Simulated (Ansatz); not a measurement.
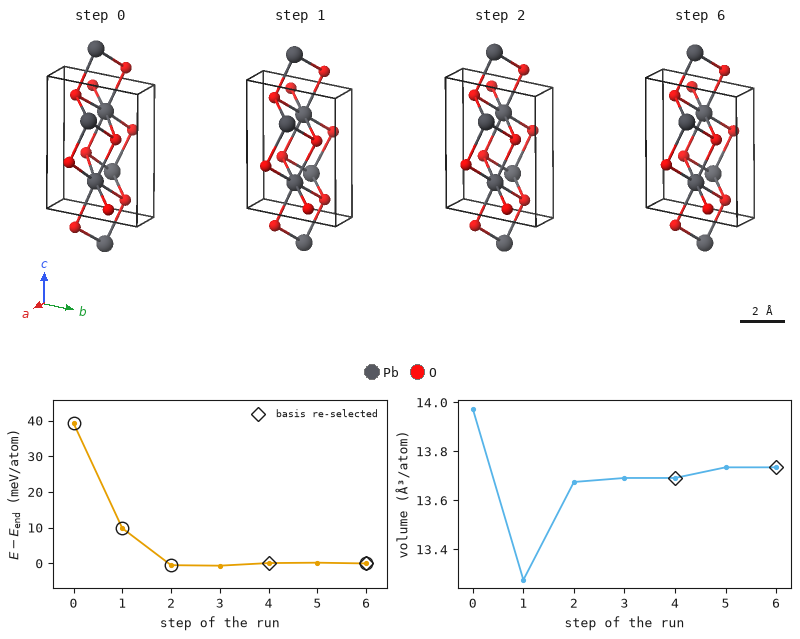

Frames of a relaxation of solid PbO2 (a generated structure, set up in P1) (coarse preliminary run), marked on the history of the run. A ball-and-stick model of the cell of the calculation, seen slightly off an axis.

Level of theory: DFT PBE+D3(BJ), scalar-relativistic, plane waves, PAW in Ansatz 0.2.0. (plane-wave cutoff 420 eV; k-point mesh 6 × 6 × 4; occupations gaussian; smearing width 0.2 eV; no spin polarisation; cell and atoms relaxed; force threshold 0.025 eV/Å; at most 60 steps)

**What happens along the run?**

The atom that moves furthest relative to the cell is an O atom (0.14 Å along [−1 −2 −2]). Largest moves by element: O 0.14 Å, Pb 0.08 Å. The drawn cell changes as follows: a 3.486 → 3.492 Å (+0.2 %), b 4.352 → 4.391 Å (+0.9 %), c 6.169 → 6.049 Å (−1.9 %), α 102.2° → 103.3°, β 91.4° → 90.0°, γ 112.7° → 113.4°; the volume changes by −1.7 %. Near-neighbour distances that change, for instance: O–Pb 2.391 → 2.243 Å, O–Pb 2.149 → 2.243 Å, O–Pb 2.184 → 2.243 Å, O–Pb 2.296 → 2.243 Å. Bond angles that change, for instance: Pb–O–Pb 107.8° → 102.2°, O–Pb–O 107.5° → 102.2°, O–Pb–O 73.0° → 77.8°. The space group (tolerance 0.01 Å) goes from P1 (No. 1) to R-3m (No. 166). Over 4 accepted moves (6 points after the start) the energy falls by 39.3 meV per atom. The largest force component goes from 1.3 to 0.0011 eV/Å. Pressure: 0.18 GPa at the start and 0.02 GPa at the end. The SCF was repeated twice at an unchanged geometry on a basis and grid sized afresh for the cell, which shifted the energy by 0.7 meV per atom at most. The run took 2.4 min on 1 thread of Arm Neoverse V2, with other jobs on the host, peak memory 0.42 GiB. From step 0 to 1: an O atom moves most (0.18 Å), volume −5.0 %, energy −29.4 meV per atom. From step 1 to 2: an O atom moves most (0.06 Å), volume +3.0 %, energy −10.4 meV per atom. From step 2 to 6: volume +0.4 %, energy +0.5 meV per atom.
